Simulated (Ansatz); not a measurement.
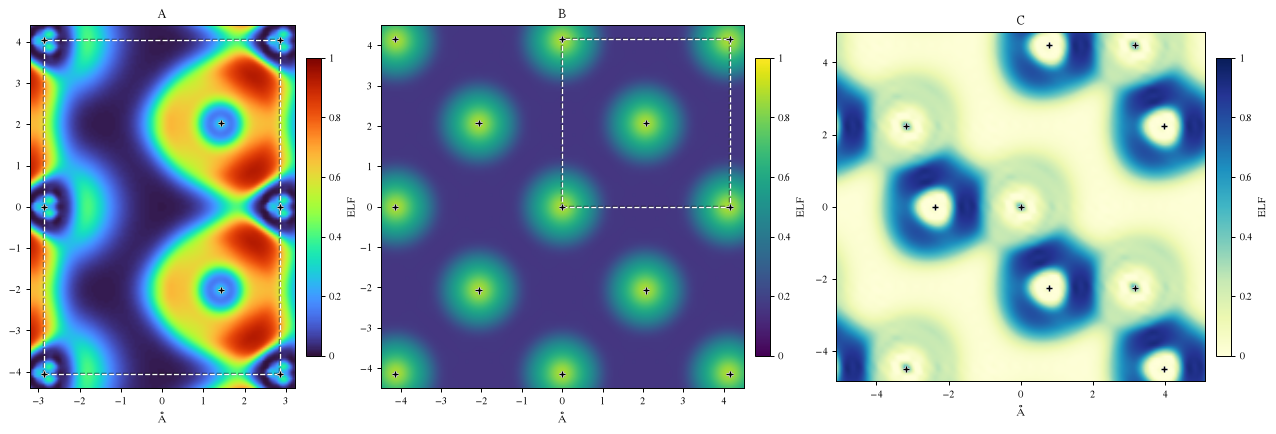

The ELF of 3 systems, each on a plane through atoms (crosses mark nuclei in the plane).

All numbers below come from Ansatz, DFT PBE, scalar-relativistic, plane waves, PAW.

System 1: GaP, the (100) plane of the calculation cell. Space group F-43m; a structure from a database of computed crystals, not necessarily the ambient phase.

System 2: AlAs, the (101) plane of the conventional cell. Space group F-43m.

```
CELL_PARAMETERS angstrom
5.72834 0.00000 0.00000
0.00000 0.00000 -5.72834
0.00000 5.72834 0.00000
ATOMIC_POSITIONS crystal
Al 0.50000 0.50000 0.00000
Al 0.00000 0.50000 0.50000
Al 0.00000 0.00000 0.00000
Al 0.50000 0.00000 0.50000
As 0.75000 0.75000 0.25000
As 0.25000 0.75000 0.75000
As 0.25000 0.25000 0.25000
As 0.75000 0.25000 0.75000
```

System 3: Ag, the (001) plane of the conventional cell. Space group Fm-3m; a structure from a database of computed crystals, not necessarily the ambient phase; computed without spin polarisation.

Q: Which map belongs to which system?

A: Panel A is system 2, AlAs: the plane holds Al and As. Al–As (2.48 Å): the ELF peaks at about 0.90 between the atoms: localised, covalent bonding. Panel B is system 3, Ag: the plane holds Ag. Ag–Ag (2.93 Å): the ELF is about 0.15 at the midpoint; no localised pair shows between them. Panel C is system 1, GaP: the plane holds Ga and P. Ga–P (2.38 Å): the ELF peaks at about 0.95 in the valence shell of P, 0.7 Å from its nucleus, and is about 0.75 at the midpoint.
